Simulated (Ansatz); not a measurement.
**C3H8S: density, localisation and related maps**

```xyz
12

C    -1.8321   -0.1774   -0.7227
C    -0.3480    0.0751   -0.5042
C     0.4352    0.1186   -1.8061
S     2.2027    0.5008   -1.6135
H    -2.0066   -1.1349   -1.2394
H    -2.2876    0.6165   -1.3362
H    -2.3768   -0.2119    0.2327
H    -0.1926    1.0243    0.0346
H     0.0751   -0.7126    0.1433
H     0.3221   -0.8213   -2.3701
H     0.0542    0.9215   -2.4582
H     2.5247   -0.6061   -0.9092
```

Geometry: PBE0-D3(BJ)/def2-SVP.

These are results of isolated molecule in a Gaussian basis; Kohn-Sham density functional theory, functional PBE0 in Ansatz 0.2.0, not measurements.

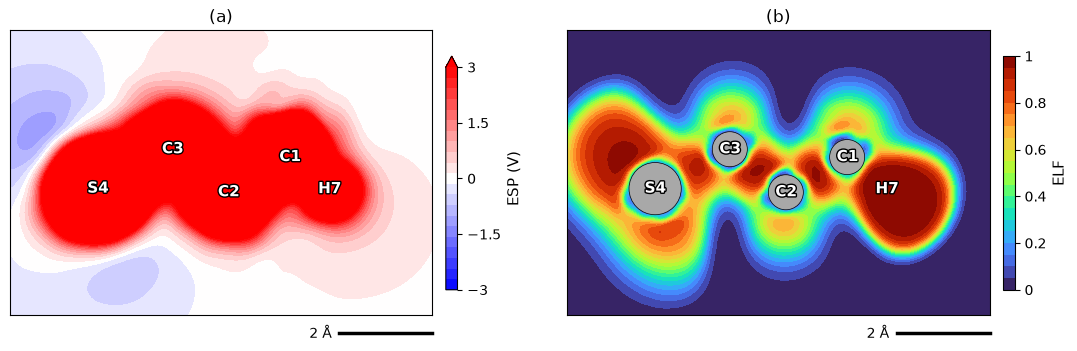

Figure 1. (a) electrostatic potential; (b) electron localisation function on the plane of atoms C2, C1 and H7. Grey discs cover the atomic cores in the ELF map.

Read the bonding off the picture.

- The plane passes through C, S and H nuclei.
- C–C (1.52 Å): the ELF peaks at about 0.95 between the atoms; localised, covalent bonding.
- C–S (1.82 Å): the ELF peaks at about 0.90 between the atoms (a covalent bond).
- C–H (1.10 Å): the ELF climbs to about 1 towards the hydrogen, as it does in any bond to H (an ordinary covalent bond to hydrogen).
- The ELF also peaks beside S4, away from the bonds: lone-pair regions.
- Outside the dense part of the molecule the potential is most negative (−1.1 V) near S4.

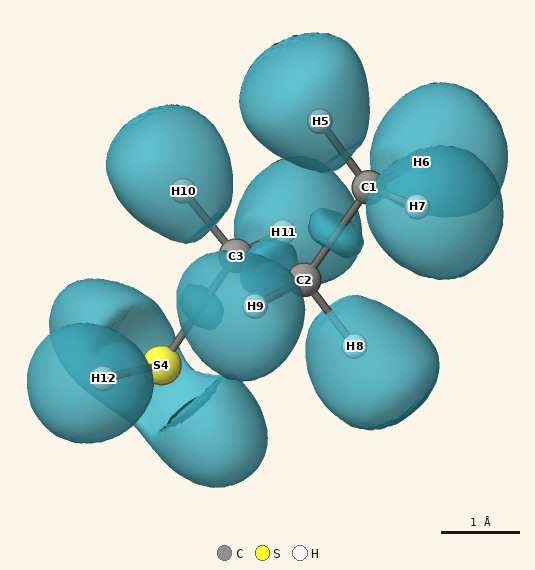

Figure 2. Isosurface of the electron localisation function at 0.85 (cyan), seen at an oblique angle. Only the valence region is drawn (cores and ρ < 0.01 e/Å³ removed).

Describe the localisation domains.

At this value the surface marks out two regions between bonded C–C atoms (shared pairs), one region between bonded C–S atoms (shared pairs), eight regions around hydrogen nuclei and one region wrapped around S (its lone pairs, merged into a ring or cap).

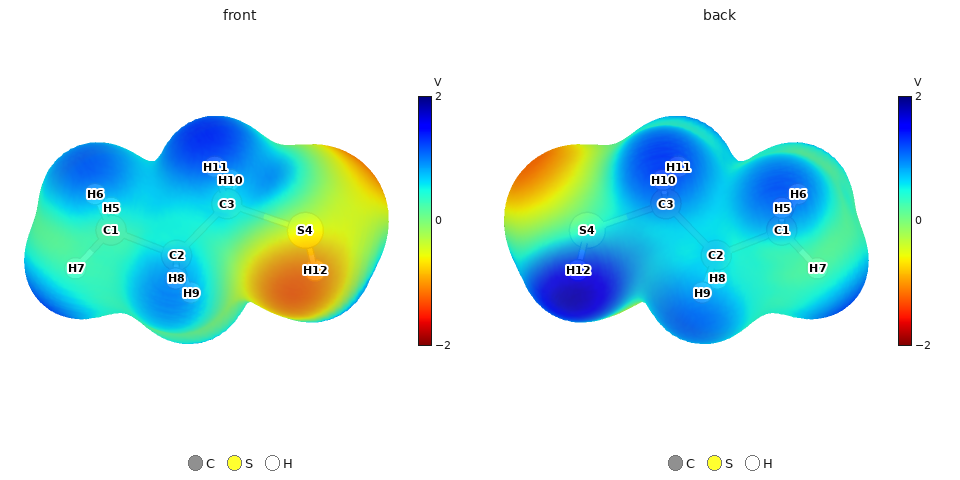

Figure 3. The molecular electrostatic potential painted on the density surface at 0.004 e/bohr³, seen from the front and from behind; red is negative and blue positive.

Where is the surface potential most negative and most positive?

The most negative region (about −1.2 V, or −28 kcal/mol for a unit charge) lies over S4, the most positive (about +1.7 V, or +39 kcal/mol for a unit charge) over H12.

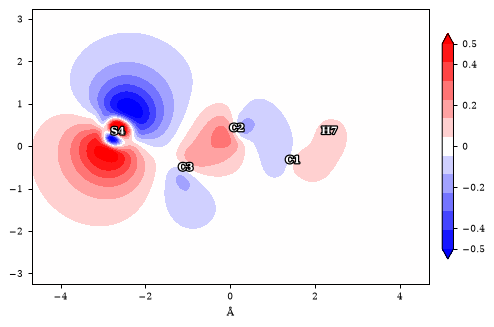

Figure 4. The HOMO on the plane of atoms C2, C3 and S4 (values in Å⁻³ᐟ²; the overall sign is arbitrary).

Where does this orbital lie, and at what energy?

Its weight (Hirshfeld) is mainly on S4 (about 80 %) and C3 (about 5 %); largely a lone pair of S4. Its energy is −6.79 eV.
